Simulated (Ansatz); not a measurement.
# Geometry relaxation of Zn18O17 (part 1 of 3)

The run: geometry relaxation of Zn18O17 (defect cell, 35 atoms in the cell). Method and program: DFT PBE, scalar-relativistic, plane waves, PAW, no spin polarisation (Ansatz 0.2.0).

The structure derives from an entry of the Crystallography Open Database.

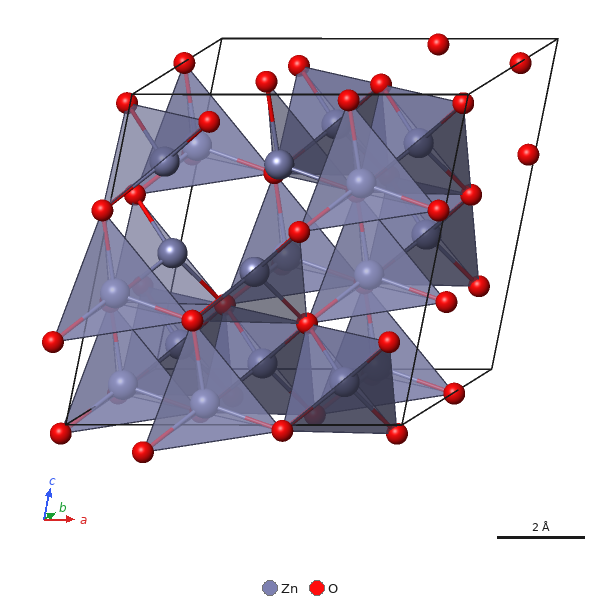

Figure 1. The starting structure (polyhedral view of the cell of the calculation, seen at an oblique angle; polyhedra are completed across the faces of the cell).

### Input
```yaml
crystal:
  lattice:
    - [0.0, 5.6802364152, -5.293273979]
    - [4.919229035, -2.8401182076, -5.293273979]
    - [-4.919229035, -2.8401182076, -5.293273979]
  atoms:
    - { symbol: Zn, position: [0.0555660258, 0.0555660258, 0.3888993592] }
    - { symbol: Zn, position: [0.3888993592, 0.7222326925, 0.3888993592] }
    - { symbol: Zn, position: [0.0555660258, 0.3888993592, 0.0555660258] }
    - { symbol: Zn, position: [0.7222326925, 0.3888993592, 0.3888993592] }
    - { symbol: Zn, position: [0.3888993592, 0.0555660258, 0.0555660258] }
    - { symbol: Zn, position: [0.0555660258, 0.7222326925, 0.7222326925] }
    - { symbol: Zn, position: [0.7222326925, 0.7222326925, 0.0555660258] }
    - { symbol: Zn, position: [0.3888993592, 0.3888993592, 0.7222326925] }
    - { symbol: Zn, position: [0.7222326925, 0.0555660258, 0.7222326925] }
    - { symbol: Zn, position: [0.7777882481, 0.1111215814, 0.1111215814] }
    - { symbol: Zn, position: [0.1111215814, 0.7777882481, 0.1111215814] }
    - { symbol: Zn, position: [0.7777882481, 0.4444549147, 0.7777882481] }
    - { symbol: Zn, position: [0.4444549147, 0.4444549147, 0.1111215814] }
    - { symbol: Zn, position: [0.1111215814, 0.1111215814, 0.7777882481] }
    - { symbol: Zn, position: [0.7777882481, 0.7777882481, 0.4444549147] }
    - { symbol: Zn, position: [0.4444549147, 0.7777882481, 0.7777882481] }
    - { symbol: Zn, position: [0.1111215814, 0.4444549147, 0.4444549147] }
    - { symbol: Zn, position: [0.4444549147, 0.1111215814, 0.4444549147] }
    - { symbol: O, position: [0.9847639742, 0.3180973075, 0.3180973075] }
    - { symbol: O, position: [0.3180973075, 0.9847639742, 0.3180973075] }
    - { symbol: O, position: [0.9847639742, 0.6514306408, 0.9847639742] }
    - { symbol: O, position: [0.6514306408, 0.6514306408, 0.3180973075] }
    - { symbol: O, position: [0.3180973075, 0.3180973075, 0.9847639742] }
    - { symbol: O, position: [0.9847639742, 0.9847639742, 0.6514306408] }
    - { symbol: O, position: [0.6514306408, 0.9847639742, 0.9847639742] }
    - { symbol: O, position: [0.3180973075, 0.6514306408, 0.6514306408] }
    - { symbol: O, position: [0.6514306408, 0.3180973075, 0.6514306408] }
    - { symbol: O, position: [0.9292084186, 0.9292084186, 0.2625417519] }
    - { symbol: O, position: [0.2625417519, 0.5958750853, 0.2625417519] }
    - { symbol: O, position: [0.9292084186, 0.2625417519, 0.9292084186] }
    - { symbol: O, position: [0.5958750853, 0.2625417519, 0.2625417519] }
    - { symbol: O, position: [0.2625417519, 0.9292084186, 0.9292084186] }
    - { symbol: O, position: [0.9292084186, 0.5958750853, 0.5958750853] }
    - { symbol: O, position: [0.5958750853, 0.5958750853, 0.9292084186] }
    - { symbol: O, position: [0.5958750853, 0.9292084186, 0.5958750853] }
basis:
  ecutwfc: 420
  xc_grid: 2
kpoints:
  mp_grid: { grid: [2, 2, 2], shift: [0.5, 0.5, 0.5] }
hamiltonian:
  xc: pbe
scf:
  occupations: { method: gaussian, width: 0.02 }
output:
  forces: true
  stress: false
  eigenvalues: true
  write_density: true
  write_potential: true
  elf: true
  volumetric_format: npy
relax:
  adjacent_minimum: "off"
  f_tol: 0.02
  max_steps: 60
```

Run on 4 threads of Arm Neoverse V1, 112 GiB of memory available, shared host.

Launch command:
```bash
ansatz run input.yaml --threads 4 --pin off --max-ram 10240MiB --backend cpu --events-out ev --progress --plain --runs-dir out
```

### The program's output
```
Engine: ansatz 0.2.0, aarch64-unknown-linux-gnu
Pseudopotentials: kind: paw
Pseudopotential: Zn, paw, valence charge 12, recommended cutoff 420 eV (normal), Zn.paw.azcp
Pseudopotential: O, paw, valence charge 6, recommended cutoff 420 eV (normal), O.paw.azcp
Functional definition: PBE
  parameter kappa = 0.804
  parameter beta = 0.06672455060314922
  exchange = pbe_x(kappa = kappa, mu = beta*pi^2/3)
  correlation = pbe_c(beta = beta)
Crystal: 35 atoms, lattice volume = 443.720 Å³
Basis set: ecut = 420 eV, 8645 PW (Γ), exchange–correlation on 108×108×108 points (8 copies of the dense FFT grid, shifted against one another)
Bands: 194, of which v1, the nominal top of the filled ones, is band 159 counted from 1 (158 counted from 0)
Symmetry: 6 space group operations
Space group: R3m (ITA 160), of the structure as read, at distance tolerance 7.6e-5 Å
k-points: 2 of 8 (time reversal used)
Non-local potential: Zn, projectors of the file, l = 0: 2, l = 1: 2, l = 2: 3, l = 3: 1
Non-local potential: O, projectors of the file, l = 0: 2, l = 1: 2, l = 2: 1
PAW form: soft (Blöchl's): semilocal exchange-correlation on the pseudo side does not see the compensation charge
PAW one-centre angular grid: Zn, 590 points (default); XC on 64 Gauss nodes
PAW one-centre angular grid: O, 110 points (default); XC on 64 Gauss nodes
Initial density: superposition of atomic densities (neutral atoms: chi_scale 0, normalization atom), corrected by the library's trained network
Initial wavefunctions: pseudopotential atomic-orbital guess
Functional: x = pbe(κ = 0.804, μ = 0.2195149727645171), c = pbe(β = 0.06672455060314922)
SCF iter   1: F=—  HF=-69394.305253 eV  |F-HF|=—  |Δ(HF+E_count)|=         —  Δρ=1.67e-3  dr2=1.75e-2  ethr=1.77e-3  ⟨swp⟩=5.5  Hψ=1345  notcnv=0  defer=11
preconditioner: auto → Resta (q_TF=auto, 2.581 Å⁻¹)  ε∞=7.6  [insulator: Δε(μ)=1.411 eV  Ē_g=12.204 eV  σ=0.020 eV  W_gap=1.00  n_scr=130 (ndim 8)  ℏωp=31.4 eV  f_vac=0.035  D(μ)=0.00/eV (n_scr^D=0)  ε∞_Penn≈7.6]
SCF iter   2: F=—  HF=-69394.317611 eV  |F-HF|=—  |Δ(HF+E_count)|=   1.24e-2  Δρ=9.40e-4  dr2=5.88e-3  ethr=5.51e-6  ⟨swp⟩=2.5  Hψ=907  notcnv=0  defer=56
SCF iter   3: F=—  HF=-69394.317990 eV  |F-HF|=—  |Δ(HF+E_count)|=   3.79e-4  Δρ=5.18e-4  dr2=1.88e-3  ethr=1.85e-6  ⟨swp⟩=2.0  Hψ=619  notcnv=0  defer=56
SCF iter   4: F=—  HF=-69394.317564 eV  |F-HF|=—  |Δ(HF+E_count)|=   4.27e-4  Δρ=2.07e-4  dr2=1.61e-4  ethr=5.93e-7  ⟨swp⟩=2.0  Hψ=616  notcnv=0  defer=56
SCF iter   5: F=—  HF=-69394.317553 eV  |F-HF|=—  |Δ(HF+E_count)|=   1.13e-5  Δρ=9.64e-5  dr2=3.05e-5  ethr=5.08e-8  ⟨swp⟩=2.0  Hψ=614  notcnv=0  defer=56
SCF iter   6: F=-69394.317558 eV  HF=-69394.317561 eV  |F-HF|=3.13e-6  |Δ(HF+E_count)|=   8.24e-6  Δρ=3.75e-5  dr2=5.59e-6  ethr=3.14e-9  ⟨swp⟩=16.0  Hψ=4342  notcnv=0
SCF 1 converged in 6 iterations: F = -69394.317558 eV  dr2 = 5.59e-6
  greatest PAW one-centre occupation: 0.987 electrons in one spin orbital (limit 2), on the Zn atom at site 16 (counted from 0), in its partial waves of l = 2
relax step   1: F+E_penalty+E_count = -69394.31755767 eV  Δ(F+E_penalty+E_count) = +0.000e0 eV  max|allowed force component| = 5.313e-1 eV/Å  Δτ_max = 0.0000 Å  (6 SCF iters, dr2 threshold 1.00e-5 eV, accepted)
Initial density: handed on by an earlier stage of this run
Initial wavefunctions: those handed on with the density
iter 1 solved again at ethr=4.84e-5 eV; its pass at ethr=3.10e-3 eV (dr2=1.54e-1 eV) is discarded
SCF iter   1: F=—  HF=-69394.546469 eV  |F-HF|=—  |Δ(HF+E_count)|=         —  Δρ=7.78e-3  dr2=1.64e-1  ethr=4.84e-5  ⟨swp⟩=1.5  Hψ=1216  notcnv=0  defer=58
preconditioner: auto → Resta (q_TF=auto, 2.581 Å⁻¹)  ε∞=7.7  [insulator: Δε(μ)=1.704 eV  Ē_g=12.176 eV  σ=0.020 eV  W_gap=1.00  n_scr=130 (ndim 8)  ℏωp=31.4 eV  f_vac=0.035  D(μ)=0.00/eV (n_scr^D=0)  ε∞_Penn≈7.7]
SCF iter   2: F=—  HF=-69394.494056 eV  |F-HF|=—  |Δ(HF+E_count)|=   5.24e-2  Δρ=3.75e-3  dr2=3.89e-2  ethr=4.84e-5  ⟨swp⟩=2.0  Hψ=572  notcnv=0  defer=58
SCF iter   3: F=—  HF=-69394.480968 eV  |F-HF|=—  |Δ(HF+E_count)|=   1.31e-2  Δρ=7.23e-4  dr2=1.75e-3  ethr=1.22e-5  ⟨swp⟩=2.0  Hψ=626  notcnv=0  defer=58
SCF iter   4: F=—  HF=-69394.481211 eV  |F-HF|=—  |Δ(HF+E_count)|=   2.43e-4  Δρ=2.63e-4  dr2=2.25e-4  ethr=5.49e-7  ⟨swp⟩=2.0  Hψ=673  notcnv=0  defer=58
SCF iter   5: F=—  HF=-69394.481314 eV  |F-HF|=—  |Δ(HF+E_count)|=   1.03e-4  Δρ=1.80e-4  dr2=1.10e-4  ethr=7.09e-8  ⟨swp⟩=2.0  Hψ=614  notcnv=0  defer=58
SCF iter   6: F=-69394.481283 eV  HF=-69394.481284 eV  |F-HF|=9.48e-7  |Δ(HF+E_count)|=   3.04e-5  Δρ=4.00e-5  dr2=1.32e-5  ethr=5.55e-9  ⟨swp⟩=14.5  Hψ=3616  notcnv=0
SCF 2 converged in 6 iterations: F = -69394.481283 eV  dr2 = 1.32e-5
  greatest PAW one-centre occupation: 0.987 electrons in one spin orbital (limit 2), on the Zn atom at site 13 (counted from 0), in its partial waves of l = 2
relax step   2: F+E_penalty+E_count = -69394.48128303 eV  Δ(F+E_penalty+E_count) = -1.637e-1 eV  max|allowed force component| = 3.441e-1 eV/Å  Δτ_max = 0.0906 Å  (6 SCF iters, dr2 threshold 1.76e-5 eV, accepted)
SCF iter   1: F=—  HF=-69394.689414 eV  |F-HF|=—  |Δ(HF+E_count)|=         —  Δρ=1.15e-2  dr2=3.31e-1  ethr=1.11e-3  ⟨swp⟩=4.0  Hψ=971  notcnv=0  defer=51
preconditioner: auto → Resta (q_TF=auto, 2.581 Å⁻¹)  ε∞=7.7  [insulator: Δε(μ)=2.069 eV  Ē_g=12.151 eV  σ=0.020 eV  W_gap=1.00  n_scr=130 (ndim 8)  ℏωp=31.4 eV  f_vac=0.037  D(μ)=0.00/eV (n_scr^D=0)  ε∞_Penn≈7.7]
SCF iter   2: F=—  HF=-69394.571437 eV  |F-HF|=—  |Δ(HF+E_count)|=   1.18e-1  Δρ=5.60e-3  dr2=8.29e-2  ethr=1.04e-4  ⟨swp⟩=2.0  Hψ=725  notcnv=0  defer=58
SCF iter   3: F=—  HF=-69394.542767 eV  |F-HF|=—  |Δ(HF+E_count)|=   2.87e-2  Δρ=1.02e-3  dr2=3.36e-3  ethr=2.61e-5  ⟨swp⟩=3.0  Hψ=633  notcnv=0  defer=58
SCF iter   4: F=—  HF=-69394.543267 eV  |F-HF|=—  |Δ(HF+E_count)|=   5.00e-4  Δρ=4.58e-4  dr2=5.85e-4  ethr=1.06e-6  ⟨swp⟩=2.0  Hψ=671  notcnv=0  defer=58
SCF iter   5: F=—  HF=-69394.543385 eV  |F-HF|=—  |Δ(HF+E_count)|=   1.18e-4  Δρ=2.54e-4  dr2=2.33e-4  ethr=1.84e-7  ⟨swp⟩=2.0  Hψ=614  notcnv=0  defer=58
SCF iter   6: F=—  HF=-69394.543369 eV  |F-HF|=—  |Δ(HF+E_count)|=   1.59e-5  Δρ=6.85e-5  dr2=3.12e-5  ethr=7.31e-8  ⟨swp⟩=2.0  Hψ=629  notcnv=0  defer=58
SCF iter   7: F=—  HF=-69394.543376 eV  |F-HF|=—  |Δ(HF+E_count)|=   6.97e-6  Δρ=3.66e-5  dr2=7.59e-6  ethr=2.33e-9  ⟨swp⟩=15.5  Hψ=3831  notcnv=0
SCF iter   8: F=-69394.543376 eV  HF=-69394.543377 eV  |F-HF|=1.54e-6  |Δ(HF+E_count)|=   1.39e-6  Δρ=2.42e-5  dr2=2.10e-6  ethr=2.33e-9  ⟨swp⟩=10.0  Hψ=3368  notcnv=0
SCF 3 converged in 8 iterations: F = -69394.543376 eV  dr2 = 2.10e-6
relax step   3: F+E_penalty+E_count = -69394.54337592 eV  Δ(F+E_penalty+E_count) = -6.209e-2 eV  max|allowed force component| = 1.887e-1 eV/Å  Δτ_max = 0.1493 Å  (8 SCF iters, dr2 threshold 7.40e-6 eV, accepted)
SCF iter   1: F=—  HF=-69394.564877 eV  |F-HF|=—  |Δ(HF+E_count)|=         —  Δρ=3.18e-3  dr2=2.63e-2  ethr=6.66e-5  ⟨swp⟩=3.5  Hψ=810  notcnv=0  defer=58
preconditioner: auto → Resta (q_TF=auto, 2.581 Å⁻¹)  ε∞=7.7  [insulator: Δε(μ)=1.895 eV  Ē_g=12.177 eV  σ=0.020 eV  W_gap=1.00  n_scr=130 (ndim 8)  ℏωp=31.4 eV  f_vac=0.036  D(μ)=0.00/eV (n_scr^D=0)  ε∞_Penn≈7.7]
SCF iter   2: F=—  HF=-69394.556248 eV  |F-HF|=—  |Δ(HF+E_count)|=   8.63e-3  Δρ=1.44e-3  dr2=5.24e-3  ethr=8.29e-6  ⟨swp⟩=2.0  Hψ=736  notcnv=0  defer=58
SCF iter   3: F=—  HF=-69394.555106 eV  |F-HF|=—  |Δ(HF+E_count)|=   1.14e-3  Δρ=5.21e-4  dr2=7.65e-4  ethr=1.65e-6  ⟨swp⟩=2.0  Hψ=625  notcnv=0  defer=58
SCF iter   4: F=—  HF=-69394.554758 eV  |F-HF|=—  |Δ(HF+E_count)|=   3.48e-4  Δρ=1.16e-4  dr2=3.59e-5  ethr=2.41e-7  ⟨swp⟩=2.0  Hψ=614  notcnv=0  defer=58
SCF iter   5: F=—  HF=-69394.554815 eV  |F-HF|=—  |Δ(HF+E_count)|=   5.70e-5  Δρ=8.93e-5  dr2=2.79e-5  ethr=3.37e-9  ⟨swp⟩=17.0  Hψ=4274  notcnv=0
SCF iter   6: F=-69394.554811 eV  HF=-69394.554811 eV  |F-HF|=7.06e-8  |Δ(HF+E_count)|=   4.41e-6  Δρ=1.80e-5  dr2=1.79e-6  ethr=3.37e-9  ⟨swp⟩=8.5  Hψ=3080  notcnv=0
SCF 4 converged in 6 iterations: F = -69394.554811 eV  dr2 = 1.79e-6
relax step   4: F+E_penalty+E_count = -69394.55481067 eV  Δ(F+E_penalty+E_count) = -1.143e-2 eV  max|allowed force component| = 2.433e-2 eV/Å  Δτ_max = 0.0344 Å  (6 SCF iters, dr2 threshold 1.07e-5 eV, accepted)
SCF iter   1: F=—  HF=-69394.554386 eV  |F-HF|=—  |Δ(HF+E_count)|=         —  Δρ=2.60e-4  dr2=1.76e-4  ethr=6.56e-7  ⟨swp⟩=2.5  Hψ=795  notcnv=0  defer=58
preconditioner: auto → Resta (q_TF=auto, 2.581 Å⁻¹)  ε∞=7.7  [insulator: Δε(μ)=1.913 eV  Ē_g=12.161 eV  σ=0.020 eV  W_gap=1.00  n_scr=130 (ndim 8)  ℏωp=31.4 eV  f_vac=0.036  D(μ)=0.00/eV (n_scr^D=0)  ε∞_Penn≈7.7]
SCF iter   2: F=—  HF=-69394.554335 eV  |F-HF|=—  |Δ(HF+E_count)|=   5.02e-5  Δρ=1.23e-4  dr2=4.05e-5  ethr=5.54e-8  ⟨swp⟩=2.0  Hψ=562  notcnv=0  defer=58
SCF iter   3: F=—  HF=-69394.554945 eV  |F-HF|=—  |Δ(HF+E_count)|=   6.10e-4  Δρ=3.77e-5  dr2=3.92e-6  ethr=1.27e-8  ⟨swp⟩=2.0  Hψ=614  notcnv=0  defer=58
SCF iter   4: F=—  HF=-69394.554943 eV  |F-HF|=—  |Δ(HF+E_count)|=   1.97e-6  Δρ=1.01e-5  dr2=4.12e-7  ethr=1.23e-9  ⟨swp⟩=2.0  Hψ=614  notcnv=0  defer=58
SCF iter   5: F=—  HF=-69394.554943 eV  |F-HF|=—  |Δ(HF+E_count)|=   3.09e-7  Δρ=5.98e-6  dr2=1.66e-7  ethr=3.14e-11  ⟨swp⟩=12.0  Hψ=2942  notcnv=0
SCF iter   6: F=-69394.554943 eV  HF=-69394.554943 eV  |F-HF|=5.47e-9  |Δ(HF+E_count)|=   2.00e-8  Δρ=1.99e-6  dr2=2.65e-8  ethr=3.14e-11  ⟨swp⟩=7.5  Hψ=2414  notcnv=0
SCF 5 converged in 6 iterations: F = -69394.554943 eV  dr2 = 2.65e-8
relax step   5: F+E_penalty+E_count = -69394.55494343 eV  Δ(F+E_penalty+E_count) = -1.328e-4 eV  max|allowed force component| = 5.339e-3 eV/Å  Δτ_max = 0.0053 Å  (6 SCF iters, accepted)
```

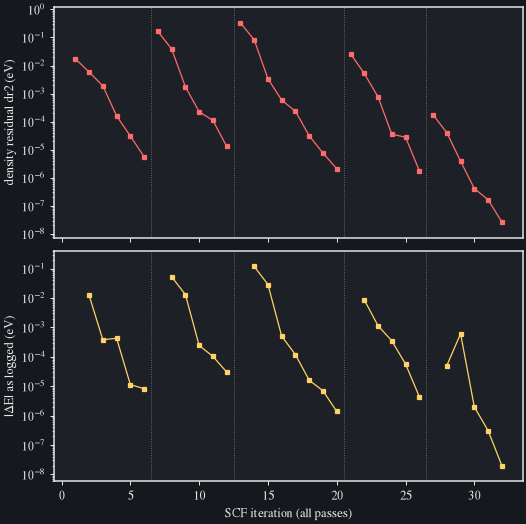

Figure 2. Convergence of the self-consistent field: density residual dr2 and size of the energy change against the SCF iteration. The dotted lines part the SCF passes of the relaxation: geometry steps, rejected trials and re-solves on a re-selected basis. The 5 passes take 6 to 8 iterations each, 32 in all.

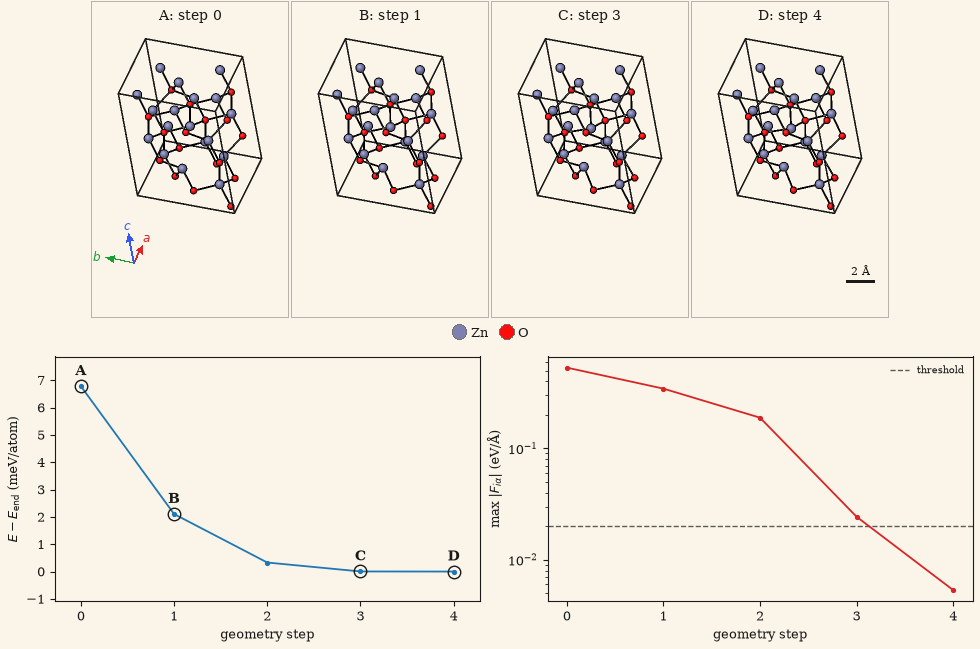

Figure 3. Frames of the relaxation (ball-and-stick view of the cell of the calculation (origin shifted), seen at an oblique angle) above the curves, on which the letters mark them (the first geometry is step 0 here and step 1 in the log).
